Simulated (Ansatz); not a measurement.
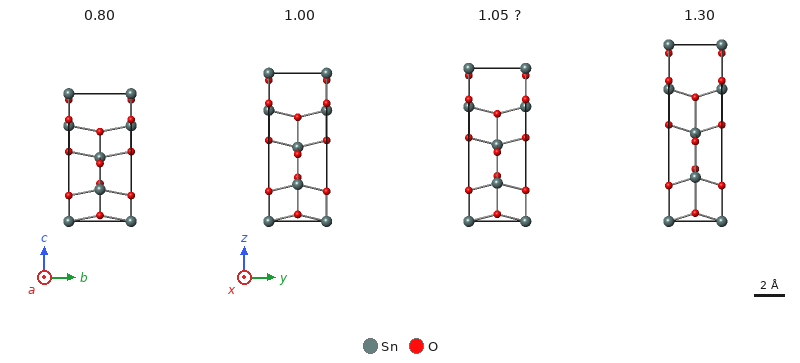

A scan of crystalline SnO₂ (I4_1/amd): the ratio of the cell's length along z to its lengths across, counted as 1 for the reference, is changed at fixed volume (a c/a path), with the atoms kept at their fractional coordinates. x, y and z are the Cartesian axes of the input. A ball-and-stick model of the conventional cell (2 times the calculation's cell), seen along the a axis. Lengths and directions refer to the drawn axes.

Level of theory: DFT LDA, scalar-relativistic, plane waves, PAW (Ansatz 0.2.0). Settings: plane-wave cutoff 420 eV; k-point mesh 10 × 10 × 10; occupations gaussian; smearing width 0.05 eV; no spin polarisation. Energies (free energies at the smearing named) are counted from the relaxed crystal.

| axial ratio over its reference value | energy change (meV/atom) |
| --- | --- |
| 0.80 | 444 |
| 0.85 | 212 |
| 0.92 | 49 |
| 0.96 | 11 |
| 1.00 | 0 |
| 1.05 | ? |
| 1.10 | 48 |
| 1.20 | 155 |
| 1.30 | 286 |

### One row is withheld. What is its energy?

A straight line between the two neighbours gives 24 meV/atom. A cubic through the four nearest rows (0.96, 1.00, 1.10, 1.20) gives, with Lagrange weights, (−0.2790)(11) + (0.8437)(0) + (0.4821)(48) + (−0.0469)(155) = 13 meV/atom. The calculation gives 14 meV/atom, so the cubic is 1 meV/atom too low and the straight line 10 meV/atom too high, as the curve bends upwards here.

The whole profile:

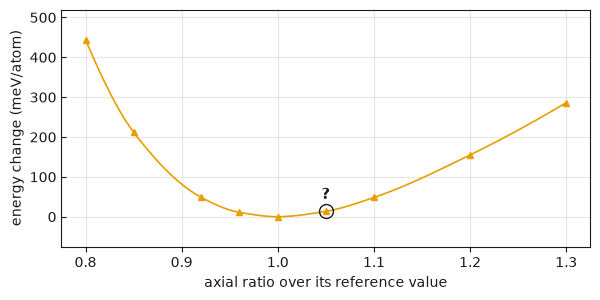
